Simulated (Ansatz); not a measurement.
System: Os, space group P6_3/mmc (No. 194).

Starting cell:
```
Os
1.0
     2.73410    0.00000    0.00000
    -1.36705    2.36780    0.00000
     0.00000    0.00000    4.31970
Os
2
Direct
  0.66667 0.33333 0.75000
  0.33333 0.66667 0.25000
```

Calculation (Ansatz 0.2.0): plane-wave DFT, no spin polarisation; energies at scaled volumes of the given cell, shape and fractions fixed, counted from the fit's minimum, third-order Birch-Murnaghan fit. Level: PBEsol with D3(BJ).

```csv
setting,value
k mesh,11×11×6
occupations,Fermi–Dirac
smearing width,0.05 eV
potentials,Ansatz PAW
wave cutoff,420 eV
density cutoff,1680 eV
```

Predict the energy and pressure against volume. The volume takes the values 13.14, 13.42, 13.70, 13.98, 14.26, 14.54, 14.82 Å³/atom.

A third-order Birch–Murnaghan fit gives V0 = 13.65 Å³/atom, B0 = 454 GPa and B′ = 4.8. The energy is 28 meV/atom at volume 13.14 Å³/atom and 122 meV/atom at 14.82 Å³/atom; the lowest computed point is at volume 13.70 Å³/atom (0 meV/atom). The pressure falls from 18.68 GPa at volume 13.14 Å³/atom to −30.74 GPa at 14.82 Å³/atom, and changes sign near 13.65 Å³/atom.

```tsv
volume (Å³/atom)	energy (meV/atom)	pressure (GPa)
13.14	28	18.68
13.42	5	7.84
13.70	0	-1.80
13.98	11	-10.37
14.26	36	-17.98
14.54	73	-24.74
14.82	122	-30.74
```

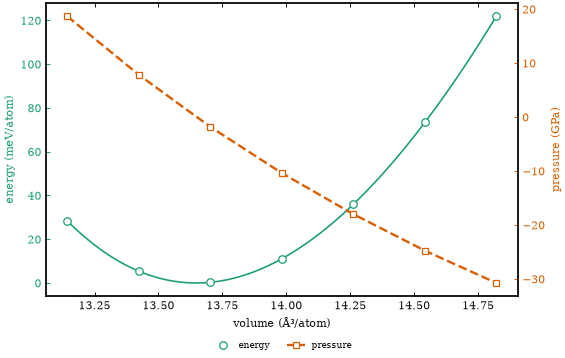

Caveats: shape and atomic fractions are frozen while scaling, which makes layered, chain and framework solids too stiff.
